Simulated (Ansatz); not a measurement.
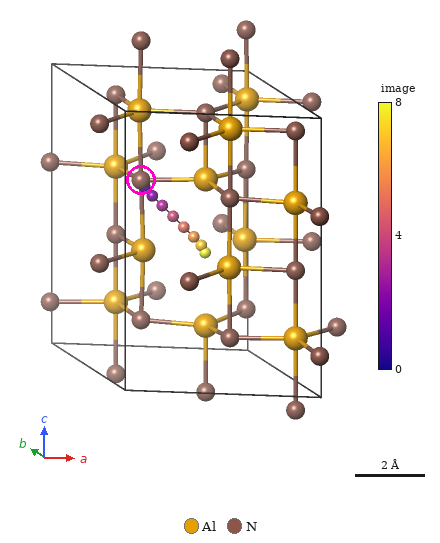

A nudged-elastic-band calculation for a defect cell of composition Al₁₂N₁₁ with an N vacancy (23 atoms in the cell). Images are numbered from 0 (start) to 8 (end). The start is drawn whole; smaller spheres mark the moving atoms (N) in the later images, joined by lines and coloured by the number of the image. A ball-and-stick model of the simulation cell (origin moved), seen slightly off an axis. The moving atom is ringed, with any periodic copies. Bonds to atoms that aren't drawn are left out.

The calculation used DFT PBE, scalar-relativistic, plane waves, PAW in Ansatz 0.2.0. Set-up: plane-wave cutoff 420 eV; k-point mesh 6 × 6 × 2; Gaussian smearing 0.05 eV; 7 movable images; climbing image from the first iteration; force threshold 0.05 eV/Å; iteration limit 60.

What moves, how far, and at what cost in energy?

Answer. It is a vacancy jump: a nearby atom moves into the empty site and leaves its own site empty. An N atom travels furthest, 2.81 Å from end to end, along [3 0 −2], on a straight line. At the highest image its nearest neighbour (Al) is 1.77 Å away, against 1.90 Å at the start, and the surrounding atoms stand up to 0.40 Å off the mean of their end positions. The barrier is about 3.10 eV in both directions, with image 4 at the top; the ends have the same energy. The band is converged.

Limits of the set-up: the cell has an odd number of electrons but was run without spin polarisation; the k-point mesh is coarse for a cell with partly filled bands; the periodic images lie only 5.7 Å apart, so the values are limited by the cell's size.

Cost: 9.4 min on 4 threads of Intel(R) Xeon(R) Platinum 8375C CPU @ 2.90GHz (Ice Lake), with other jobs on the host, peak memory 2.8 GiB.
